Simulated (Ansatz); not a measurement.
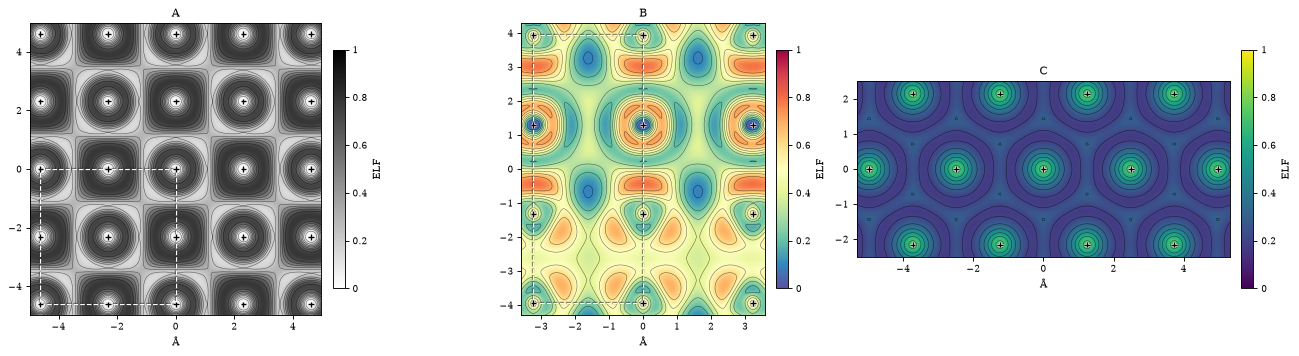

The ELF of 3 systems, each on a plane through atoms (crosses mark nuclei in the plane).

These are results of Ansatz 0.2.0, DFT PBE, scalar-relativistic, plane waves, PAW, not measurements.

System 1: TaC, the (010) plane of the conventional cell. Space group Fm-3m; changed on purpose from its base cell (volume × 1.10); computed pressure about −25 GPa in this cell; computed without spin polarisation.

```yaml
crystal:
  lattice:
    - [4.61966, 0.00000, 0.00000]
    - [0.00000, 4.61966, 0.00000]
    - [0.00000, 0.00000, 4.61966]
  atoms:
    - { symbol: Ta, position: [0.00000, 0.00000, 0.00000] }
    - { symbol: Ta, position: [0.50000, 0.50000, 0.00000] }
    - { symbol: Ta, position: [0.50000, 0.00000, 0.50000] }
    - { symbol: Ta, position: [0.00000, 0.50000, 0.50000] }
    - { symbol: C, position: [0.50000, 0.00000, 0.00000] }
    - { symbol: C, position: [0.00000, 0.50000, 0.00000] }
    - { symbol: C, position: [0.00000, 0.00000, 0.50000] }
    - { symbol: C, position: [0.50000, 0.50000, 0.50000] }
```

System 2: Ni, the (111) plane of the conventional cell. Space group Fm-3m; spin-polarised.

```xyz
4
Lattice="3.5185 0.0000 0.0000 0.0000 3.5185 0.0000 0.0000 0.0000 3.5185" Properties=species:S:1:pos:R:3 pbc="T T T"
Ni    0.0000    0.0000    0.0000
Ni    1.7592    1.7592    0.0000
Ni    1.7592    0.0000    1.7592
Ni    0.0000    1.7592    1.7592
```

System 3: Si2W, the (010) plane of the conventional cell. Space group I4/mmm.

```
Si W
1.0
     3.22906    0.00000    0.00000
     0.00000    3.22906    0.00000
     0.00000    0.00000    7.86710
Si W
4 2
Direct
  0.00000 0.00000 0.33456
  0.50000 0.50000 0.83456
  0.00000 0.00000 0.66544
  0.50000 0.50000 0.16544
  0.00000 0.00000 0.00000
  0.50000 0.50000 0.50000
```

### Match each panel to its system.

Panel A is system 1, TaC: the plane holds Ta and C. Ta–C (2.31 Å): the ELF peaks at about 0.80 in the valence shell of C, 0.7 Å from its nucleus, and is about 0.25 at the midpoint. Panel B is system 3, Si2W: the plane holds Si and W. Si–W (2.63 Å): the ELF peaks at about 0.80 in the valence shell of Si, 0.9 Å from its nucleus, and is about 0.45 at the midpoint. Panel C is system 2, Ni: the plane holds Ni. Ni–Ni (2.49 Å): the ELF is about 0.25 at the midpoint: no localised pair shows between them.
